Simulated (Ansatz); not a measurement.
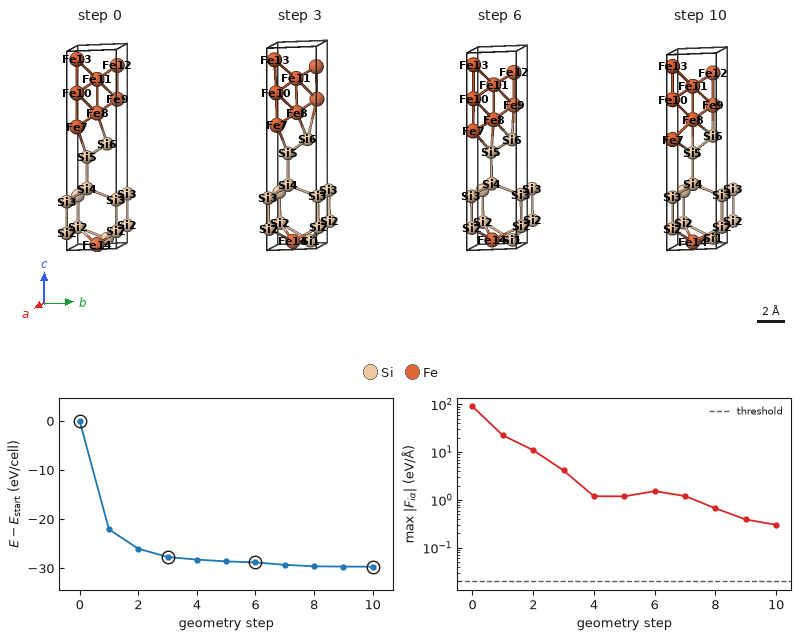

Frames of a relaxation of an interface cell of composition Fe4Si3, marked on the history of the run. Style: ball-and-stick. Shown: the cell of the calculation, slightly off an axis.

Case: film shifted by (0.5, 0.5) in the plane.

These are results of Ansatz 0.2.0, DFT PBE, scalar-relativistic, plane waves, PAW, not measurements.

The input:
```yaml
crystal:
  lattice:
    - [3.8679403904, 0.0, 0.0]
    - [-1.9339701952, 3.3497346384, 0.0]
    - [0.0, 0.0, 14.9422195068]
  atoms:
    - { symbol: Si, position: [0.3333333333, 0.6666666667, 0.0334622309] }
    - { symbol: Si, position: [0.0, 1.0, 0.0863017723] }
    - { symbol: Si, position: [0.0, 1.0, 0.2448203965] }
    - { symbol: Si, position: [-0.3333333333, 1.3333333333, 0.2976599379] }
    - { symbol: Si, position: [-0.3333333333, 1.3333333333, 0.456178562] }
    - { symbol: Si, position: [-0.6666666667, 1.6666666667, 0.5090181034] }
    - { symbol: Fe, position: [-0.1666666667, 2.1666666667, 0.613420264], spin: 2.4 }
    - { symbol: Fe, position: [-0.5000278615, 2.5000278615, 0.6699844298], spin: 2.4 }
    - { symbol: Fe, position: [-0.8333890564, 2.8333890564, 0.7265485956], spin: 2.4 }
    - { symbol: Fe, position: [-1.1667502512, 3.1667502512, 0.7831127614], spin: 2.4 }
    - { symbol: Fe, position: [-1.5001114461, 3.5001114461, 0.8396769272], spin: 2.4 }
    - { symbol: Fe, position: [-1.8334726409, 3.8334726409, 0.896241093], spin: 2.4 }
    - { symbol: Fe, position: [-2.1668338358, 4.1668338358, 0.9528052588], spin: 2.4 }
    - { symbol: Fe, position: [-2.5001950306, 4.5001950306, 1.0093694247], spin: 2.4 }
basis:
  ecutwfc: 420
kpoints:
  mp_grid: { grid: [9, 9, 2] }
hamiltonian:
  xc: pbe
scf:
  occupations: { method: gaussian, width: 0.1 }
output:
  forces: true
  stress: true
  eigenvalues: true
  populations: true
  write_density: true
  write_potential: true
  elf: true
  volumetric_format: npy
magnetization:
  spin_polarized: true
relax:
  adjacent_minimum: "off"
  f_tol: 0.02
  max_steps: 70
  cell: { fix: [a, b, gamma, alpha, beta], stress_tol: 0.15 }
```

Command:
```bash
ansatz run input.yaml --threads 4 --pin off --max-ram 8192MiB --backend cpu --events-out ev --progress --plain --runs-dir out
```

### Describe the path.

The run was cut off at its time limit before the relaxation converged, so the last structure is only a point on the way. Over 10 geometry steps the energy falls by 29.645 eV per cell of the calculation. The largest force component goes from 90 to 0.3 eV/Å. The pressure goes from 43.47 to 4.12 GPa. The atom that moves furthest relative to the cell is Si6 (0.92 Å along [−2 2 1]). By element the largest moves are Si 0.92 Å, Fe 0.88 Å. The volume changes by −1.7 %, with a = b unchanged at 3.868 Å, c 14.942 → 14.683 Å (−1.7 %). Near-neighbour distances that change, for instance: Si6–Fe7 3.695 → 2.237 Å, Si5–Fe7 3.775 → 2.533 Å, Si6–Fe8 3.810 → 2.648 Å, Si6–Fe9 3.437 → 2.295 Å. New bonds form: Si6–Fe7 (3.70 → 2.24 Å), Si6–Fe9 (3.44 → 2.30 Å). Among the angles between lasting bonds that change: Si5–Si6–Fe7 102.1° → 64.8°, Si4–Si5–Fe7 154.6° → 118.4°, Si6–Si5–Fe7 95.9° → 126.3°. From step 0 to 3: Fe14 moves most (0.54 Å), volume +1.6 %, energy −27.677 eV per cell of the calculation. From step 3 to 6: Si6 moves most (0.51 Å), volume −2.4 %, energy −1.102 eV per cell of the calculation. From step 6 to 10: Fe7 moves most (0.56 Å), volume −0.9 %, energy −0.867 eV per cell of the calculation.

```json
{"step": "0", "E − E(0), meV/atom": "0.00", "largest force component, eV/Å": "90.1379", "pressure, GPa": "43.47", "volume, Å³/atom": "13.829"}
{"step": "1", "E − E(0), meV/atom": "-1576.14", "largest force component, eV/Å": "22.4853", "pressure, GPa": "18.73", "volume, Å³/atom": "13.868"}
{"step": "2", "E − E(0), meV/atom": "-1855.51", "largest force component, eV/Å": "11.0063", "pressure, GPa": "11.06", "volume, Å³/atom": "13.982"}
{"step": "3", "E − E(0), meV/atom": "-1976.90", "largest force component, eV/Å": "4.1362", "pressure, GPa": "6.95", "volume, Å³/atom": "14.046"}
{"step": "4", "E − E(0), meV/atom": "-2014.81", "largest force component, eV/Å": "1.1985", "pressure, GPa": "5.06", "volume, Å³/atom": "13.993"}
{"step": "5", "E − E(0), meV/atom": "-2040.78", "largest force component, eV/Å": "1.1901", "pressure, GPa": "4.94", "volume, Å³/atom": "13.826"}
{"step": "6", "E − E(0), meV/atom": "-2055.62", "largest force component, eV/Å": "1.5300", "pressure, GPa": "5.12", "volume, Å³/atom": "13.713"}
{"step": "7", "E − E(0), meV/atom": "-2090.32", "largest force component, eV/Å": "1.2095", "pressure, GPa": "5.04", "volume, Å³/atom": "13.598"}
{"step": "8", "E − E(0), meV/atom": "-2112.70", "largest force component, eV/Å": "0.6705", "pressure, GPa": "5.18", "volume, Å³/atom": "13.543"}
{"step": "9", "E − E(0), meV/atom": "-2116.49", "largest force component, eV/Å": "0.3908", "pressure, GPa": "5.48", "volume, Å³/atom": "13.473"}
{"step": "10", "E − E(0), meV/atom": "-2117.53", "largest force component, eV/Å": "0.3026", "pressure, GPa": "4.12", "volume, Å³/atom": "13.588"}
```
